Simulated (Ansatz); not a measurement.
```
Zr
1.0
     3.72860    0.00000    0.00000
     0.00000    3.72860    0.00000
     0.00000    0.00000    3.62000
Zr
2
Direct
  0.00000 0.00000 0.00000
  0.50000 0.50000 0.50000
```

Space group I4/mmm; changed on purpose from its base cell (equal xx and yy strain of +3 %, PAW files); computed pressure about −7 GPa in this cell.

All numbers below come from DFT, PBE, PAW with Ansatz's default frozen-core files, scalar-relativistic (Ansatz 0.2.0).

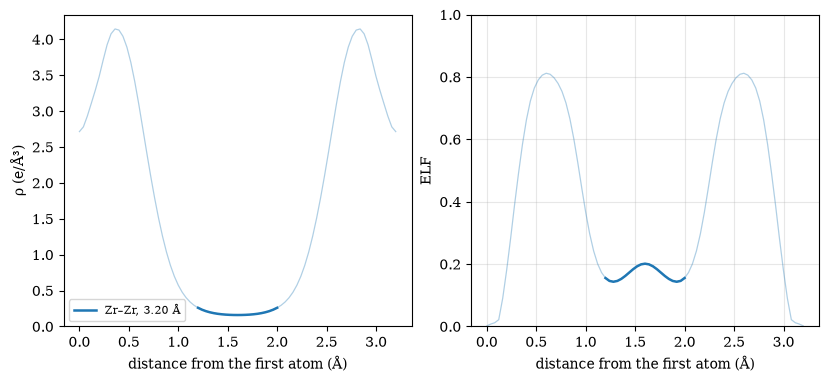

Zr. Valence charge density (pseudo) and ELF along straight lines between neighbouring atoms. Thin, pale parts lie inside the atomic spheres.

In a PAW calculation such maps are meaningful between the atoms, not at the nuclei.

Question: What can be read from the curves?

Answer: Zr–Zr (3.20 Å): ρ at the midpoint is about 0.16 e/Å³; the ELF is about 0.20 at the midpoint; no localised pair shows between them.
